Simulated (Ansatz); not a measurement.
# MoSe2: geometry relaxation (part 2 of 2)

Continued. System: MoSe2 (6 atoms in the cell). Method: DFT PBE, scalar-relativistic, plane waves, PAW, no spin polarisation (Ansatz 0.2.0); cutoff 420 eV, 9×9×2 k-mesh, Gaussian smearing of 0.02 eV. The structure derives from a Materials Project entry. It belongs to a series of runs on one base structure; here: equal strain along all axes, cell held, atoms relaxed: -4.5 %.

Geometry of the input (Å; fractional positions):
```
3.1715  0.0000  0.0000
-1.5857  2.7466  0.0000
0.0000  0.0000  14.1621
Mo 0.6667  0.3333  0.7500
Mo 0.3333  0.6667  0.2500
Se 0.3333  0.6667  0.8685
Se 0.6667  0.3333  0.3685
Se 0.3333  0.6667  0.6315
Se 0.6667  0.3333  0.1315
```

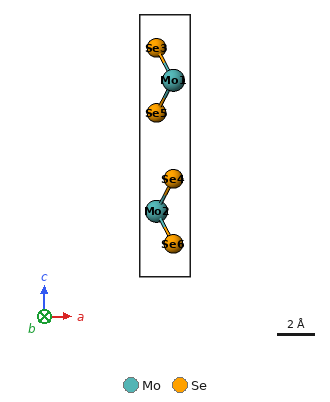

Fig. 1: The geometry at step 2 of the log (ball-and-stick view of the cell of the calculation, along the b axis; atoms are numbered from 1 in the order of the input).

## Output, continued
```
relax step   3: F+E_penalty+E_count = -31792.09566189 eV  Δ(F+E_penalty+E_count) = -3.937e-2 eV  max|allowed force component| = 2.606e-2 eV/Å  Δτ_max = 0.0367 Å  (5 SCF iters, dr2 threshold 1.91e-5 eV, accepted)
iter 1 solved again at ethr=4.69e-9 eV; its pass at ethr=3.10e-3 eV (dr2=4.32e-6 eV) is discarded
SCF iter   1: F=—  HF=-31792.095613 eV  |F-HF|=—  |Δ(HF+E_count)|=         —  Δρ=4.48e-5  dr2=4.32e-6  ethr=4.69e-9  ⟨swp⟩=1.0  Hψ=3312  notcnv=0
preconditioner: auto → Resta (q_TF=auto, 2.598 Å⁻¹)  ε∞=6.2  [insulator: Δε(μ)=1.117 eV  Ē_g=8.778 eV  σ=0.020 eV  W_gap=1.00  n_scr=40 (ndim 8)  ℏωp=20.1 eV  f_vac=0.129  D(μ)=0.00/eV (n_scr^D=0)  ε∞_Penn≈6.2]
SCF iter   2: F=—  HF=-31792.095664 eV  |F-HF|=—  |Δ(HF+E_count)|=   5.17e-5  Δρ=3.08e-5  dr2=3.02e-6  ethr=4.69e-9  ⟨swp⟩=2.0  Hψ=2350  notcnv=0
SCF iter   3: F=—  HF=-31792.095665 eV  |F-HF|=—  |Δ(HF+E_count)|=   3.25e-7  Δρ=2.14e-5  dr2=1.15e-6  ethr=3.29e-9  ⟨swp⟩=1.6  Hψ=1346  notcnv=0
SCF iter   4: F=—  HF=-31792.095665 eV  |F-HF|=—  |Δ(HF+E_count)|=   4.59e-7  Δρ=1.34e-5  dr2=7.32e-7  ethr=1.25e-9  ⟨swp⟩=2.0  Hψ=1626  notcnv=0
SCF iter   5: F=-31792.095665 eV  HF=-31792.095665 eV  |F-HF|=1.05e-8  |Δ(HF+E_count)|=   7.95e-8  Δρ=2.29e-6  dr2=7.20e-9  ethr=6.96e-11  ⟨swp⟩=8.5  Hψ=8427  notcnv=0
SCF 4 converged in 5 iterations: F = -31792.095665 eV  dr2 = 7.20e-9
relax step   4: F+E_penalty+E_count = -31792.09566512 eV  Δ(F+E_penalty+E_count) = -3.233e-6 eV  max|allowed force component| = 2.605e-2 eV/Å  Δτ_max = 0.0000 Å  (5 SCF iters, accepted)
SCF iter   1: F=—  HF=-31792.095710 eV  |F-HF|=—  |Δ(HF+E_count)|=         —  Δρ=1.37e-4  dr2=2.17e-5  ethr=2.25e-7  ⟨swp⟩=2.0  Hψ=2334  notcnv=0  defer=50
preconditioner: auto → Resta (q_TF=auto, 2.598 Å⁻¹)  ε∞=6.2  [insulator: Δε(μ)=1.111 eV  Ē_g=8.772 eV  σ=0.020 eV  W_gap=1.00  n_scr=40 (ndim 8)  ℏωp=20.1 eV  f_vac=0.128  D(μ)=0.00/eV (n_scr^D=0)  ε∞_Penn≈6.2]
SCF iter   2: F=—  HF=-31792.095747 eV  |F-HF|=—  |Δ(HF+E_count)|=   3.68e-5  Δρ=6.63e-5  dr2=5.97e-6  ethr=2.36e-8  ⟨swp⟩=2.0  Hψ=1740  notcnv=0  defer=50
SCF iter   3: F=—  HF=-31792.095746 eV  |F-HF|=—  |Δ(HF+E_count)|=   8.74e-7  Δρ=3.41e-5  dr2=1.62e-6  ethr=6.48e-9  ⟨swp⟩=2.0  Hψ=1585  notcnv=0  defer=50
SCF iter   4: F=—  HF=-31792.095746 eV  |F-HF|=—  |Δ(HF+E_count)|=   1.80e-7  Δρ=8.46e-6  dr2=1.05e-7  ethr=1.77e-9  ⟨swp⟩=2.0  Hψ=1634  notcnv=0  defer=50
SCF iter   5: F=-31792.095746 eV  HF=-31792.095746 eV  |F-HF|=1.08e-8  |Δ(HF+E_count)|=  7.64e-11  Δρ=2.34e-6  dr2=1.19e-8  ethr=6.96e-11  ⟨swp⟩=12.2  Hψ=8343  notcnv=0
SCF 5 converged in 5 iterations: F = -31792.095746 eV  dr2 = 1.19e-8
relax step   5: F+E_penalty+E_count = -31792.09574600 eV  Δ(F+E_penalty+E_count) = -8.088e-5 eV  max|allowed force component| = 2.860e-3 eV/Å  Δτ_max = 0.0017 Å  (5 SCF iters, accepted)
SCF converged after 5 iterations
Free energy (F): -31792.095746 eV
Harris-Foulkes:  -31792.095746 eV  (|F-HF|=1.08e-8)
Internal energy: -31792.095746 eV  (E = F + TS)
E sigma→0 (E₀):  -31792.095746 eV
Fermi energy:    12.370466 eV
--- Per-component energies (eV) ---
  E_band       = -1659.229799
  E_kinetic    = 1365.221149
  E_local      = -13054.707284  (includes V_loc(G=0)·N_el)
  E_nonlocal   = -2095.863984
  E_hartree    = 6197.851973
  E_xc         = -788.268056
  E_vxc        = -856.793977  (∫ρ·V_xc dr)
  E_paw        = -14048.254285  (= ΣΔE_a)
  E_vpaw       = 587.219415  (= ΣTr[D̂ρ^β])
  E_aug_tail   = -0.002287  (compensation charges beyond the density's cutoff)
  E_ewald      = -9368.072972
  E_smearing   = -0.000000  (= −TS)
  E_closure    = 0.000000  (closes the sum)
  Σ components = -31792.095746   (vs F -31792.095746, Δ=0.00e0)
--- Forces (eV/Å), atoms counted from 1 ---
  atom   1  Mo     0.00000000     0.00000000     0.00000000
  atom   2  Mo     0.00000000    -0.00000000     0.00000000
  atom   3  Se     0.00000000    -0.00000000    -0.00285973
  atom   4  Se    -0.00000000     0.00000000    -0.00285973
  atom   5  Se    -0.00000000    -0.00000000     0.00285973
  atom   6  Se     0.00000000     0.00000000     0.00285973
  max |Σ_I F_I| component: 2.31e-18 eV/Å
--- Stress (GPa, compression-positive) ---
       10.423525       0.000000       0.000000
       -0.000000      10.423525       0.000000
        0.000000       0.000000       0.578115
  P = ⅓ Tr σ = 7.1417 GPa (71.417 kbar)
--- Band table (eV; the first three rows and the last of 24) ---
  k-point 0: bands = ["-48.9757", "-48.9757", "-35.6939", "-35.6939", "-35.6939", "-35.6939", "-35.6936", "-35.6936", "-35.6936", "-35.6936", "-35.6541", "-35.6541", "-35.6541", "-35.6541", "-35.6534", "-35.6534", "-35.6533", "-35.6533", "-35.6403", "-35.6402", "-35.6389", "-35.6388", "-23.2113", "-23.2113", "-22.8796", "-22.8796", "-22.8795", "-22.8795", "-2.9367", "-2.8223", "-2.0313", "-1.8612", "5.6874", "6.2842", "8.6319", "9.9019", "9.9019", "9.9055", "9.9055", "10.2057", "10.5912", "10.9597", "10.9597", "10.9717", "10.9717", "11.4203", "14.9788", "14.9788", "15.0055", "15.0055", "15.1123", "15.1123", "15.1772", "15.1772", "17.6110", "18.5429"]
  k-point 1: bands = ["-48.9757", "-48.9757", "-35.6939", "-35.6939", "-35.6939", "-35.6939", "-35.6936", "-35.6936", "-35.6936", "-35.6936", "-35.6541", "-35.6541", "-35.6541", "-35.6541", "-35.6533", "-35.6533", "-35.6533", "-35.6533", "-35.6402", "-35.6402", "-35.6388", "-35.6388", "-23.2113", "-23.2113", "-22.8795", "-22.8795", "-22.8795", "-22.8795", "-2.8843", "-2.8843", "-1.9418", "-1.9418", "5.9474", "5.9474", "9.2782", "9.2782", "9.9037", "9.9037", "9.9037", "9.9037", "10.9657", "10.9657", "10.9657", "10.9657", "11.1838", "11.1838", "14.9890", "14.9890", "14.9890", "14.9890", "15.1478", "15.1478", "15.1478", "15.1478", "18.0581", "18.0581"]
  k-point 2: bands = ["-48.9712", "-48.9712", "-35.6939", "-35.6939", "-35.6937", "-35.6937", "-35.6931", "-35.6931", "-35.6929", "-35.6928", "-35.6543", "-35.6542", "-35.6542", "-35.6542", "-35.6538", "-35.6537", "-35.6534", "-35.6534", "-35.6399", "-35.6398", "-35.6385", "-35.6384", "-23.2016", "-23.2016", "-22.9248", "-22.9248", "-22.8898", "-22.8898", "-2.7396", "-2.6264", "-1.9085", "-1.7457", "5.9268", "6.5239", "8.4801", "9.4235", "9.4343", "9.6133", "10.0981", "10.1053", "10.6551", "10.6666", "10.6709", "10.8077", "11.1293", "11.3294", "14.2512", "14.4463", "14.4787", "14.5576", "14.8179", "14.9037", "15.1923", "15.2504", "18.2594", "19.4204"]
  k-point 23: bands = ["-48.9323", "-48.9323", "-35.6907", "-35.6907", "-35.6897", "-35.6897", "-35.6896", "-35.6896", "-35.6895", "-35.6895", "-35.6565", "-35.6565", "-35.6561", "-35.6561", "-35.6552", "-35.6552", "-35.6542", "-35.6542", "-35.6367", "-35.6367", "-35.6349", "-35.6349", "-23.1609", "-23.1609", "-23.1223", "-23.1223", "-23.1169", "-23.1169", "-0.4099", "-0.4099", "-0.3297", "-0.3297", "6.3775", "6.3775", "6.8699", "6.8699", "7.4932", "7.4932", "8.2158", "8.2158", "8.5711", "8.5711", "9.2789", "9.2789", "11.7556", "11.7556", "13.7027", "13.7027", "13.9879", "13.9879", "14.9931", "14.9931", "16.4690", "16.4690", "18.6296", "18.6296"]
--- Relaxed structure (5 steps of the walk, 5 accepted, 0 SCFs on fresh bases) ---
  F+E_penalty+E_count = -31792.09574600 eV   max|allowed force component| = 2.860e-3 eV/Å
  atoms:
    - { symbol: Mo, position: [0.6666666666666666, 0.3333333333333333, 0.75] }
    - { symbol: Mo, position: [0.3333333333333333, 0.6666666666666666, 0.25] }
    - { symbol: Se, position: [0.3333333333333333, 0.6666666666666666, 0.8716704838917517] }
    - { symbol: Se, position: [0.6666666666666666, 0.3333333333333333, 0.37167048389175167] }
    - { symbol: Se, position: [0.3333333333333333, 0.6666666666666666, 0.6283295161082484] }
    - { symbol: Se, position: [0.6666666666666666, 0.3333333333333333, 0.12832951610824841] }
```

## Trajectory as extended XYZ (Å, eV, eV/Å), 5 frames, from step=1 to step=5
```
6
Lattice="3.1715 0.0000 0.0000 -1.5857 2.7466 0.0000 0.0000 0.0000 14.1621" Properties=species:S:1:pos:R:3:forces:R:3 step=1 energy=-31792.02693
Mo    1.5857    0.9155   10.6216    0.0000   0.0000   0.0000
Mo    0.0000    1.8311    3.5405    0.0000   0.0000   0.0000
Se    0.0000    1.8311   12.2998    0.0000   0.0000   0.7849
Se    1.5857    0.9155    5.2187    0.0000   0.0000   0.7849
Se    0.0000    1.8311    8.9433    0.0000   0.0000  -0.7849
Se    1.5857    0.9155    1.8623    0.0000   0.0000  -0.7849
6
Lattice="3.1715 0.0000 0.0000 -1.5857 2.7466 0.0000 0.0000 0.0000 14.1621" Properties=species:S:1:pos:R:3:forces:R:3 step=2 energy=-31792.05629
Mo    1.5857    0.9155   10.6216    0.0000   0.0000   0.0000
Mo    0.0000    1.8311    3.5405    0.0000   0.0000   0.0000
Se    0.0000    1.8311   12.3796    0.0000   0.0000  -0.5523
Se    1.5857    0.9155    5.2986    0.0000   0.0000  -0.5523
Se    0.0000    1.8311    8.8635    0.0000   0.0000   0.5523
Se    1.5857    0.9155    1.7825    0.0000   0.0000   0.5523
6
Lattice="3.1715 0.0000 0.0000 -1.5857 2.7466 0.0000 0.0000 0.0000 14.1621" Properties=species:S:1:pos:R:3:forces:R:3 step=3 energy=-31792.09566
Mo    1.5857    0.9155   10.6216    0.0000   0.0000   0.0000
Mo    0.0000    1.8311    3.5405    0.0000   0.0000   0.0000
Se    0.0000    1.8311   12.3429    0.0000   0.0000   0.0261
Se    1.5857    0.9155    5.2619    0.0000   0.0000   0.0261
Se    0.0000    1.8311    8.9002    0.0000   0.0000  -0.0261
Se    1.5857    0.9155    1.8192    0.0000   0.0000  -0.0261
6
Lattice="3.1715 0.0000 0.0000 -1.5857 2.7466 0.0000 0.0000 0.0000 14.1621" Properties=species:S:1:pos:R:3:forces:R:3 step=4 energy=-31792.09567
Mo    1.5857    0.9155   10.6216    0.0000   0.0000   0.0000
Mo    0.0000    1.8311    3.5405    0.0000   0.0000   0.0000
Se    0.0000    1.8311   12.3429    0.0000   0.0000   0.0260
Se    1.5857    0.9155    5.2619    0.0000   0.0000   0.0260
Se    0.0000    1.8311    8.9002    0.0000   0.0000  -0.0260
Se    1.5857    0.9155    1.8192    0.0000   0.0000  -0.0260
6
Lattice="3.1715 0.0000 0.0000 -1.5857 2.7466 0.0000 0.0000 0.0000 14.1621" Properties=species:S:1:pos:R:3:forces:R:3 step=5 energy=-31792.09575
Mo    1.5857    0.9155   10.6216    0.0000   0.0000   0.0000
Mo    0.0000    1.8311    3.5405    0.0000   0.0000   0.0000
Se    0.0000    1.8311   12.3447    0.0000   0.0000  -0.0029
Se    1.5857    0.9155    5.2636    0.0000   0.0000  -0.0029
Se    0.0000    1.8311    8.8984    0.0000   0.0000   0.0029
Se    1.5857    0.9155    1.8174    0.0000   0.0000   0.0029
```

## Key numbers

- outcome: converged
- space group (tolerance 0.01 Å): P6₃/mmc (194)
- electrons treated: 92
- free energy: −31792.0957 eV
- Fermi energy: 12.370 eV
- gap on the k-point mesh: 1.11 eV
- pressure: 7.14 GPa
- final volume: 123.36 Å³
- largest force (length of the vector) at the end: 0.003 eV/Å
- final cell: a = 3.171 Å, b = 3.171 Å, c = 14.162 Å, α = 90.00°, β = 90.00°, γ = 120.00°
- hardware: 1 thread of AMD EPYC (Zen 3), 128 GiB of memory available, shared host
- wall time: 53 s
- peak memory: 0.52 GiB

The program warns: the SCF threshold is looser than advised for the printed stress.
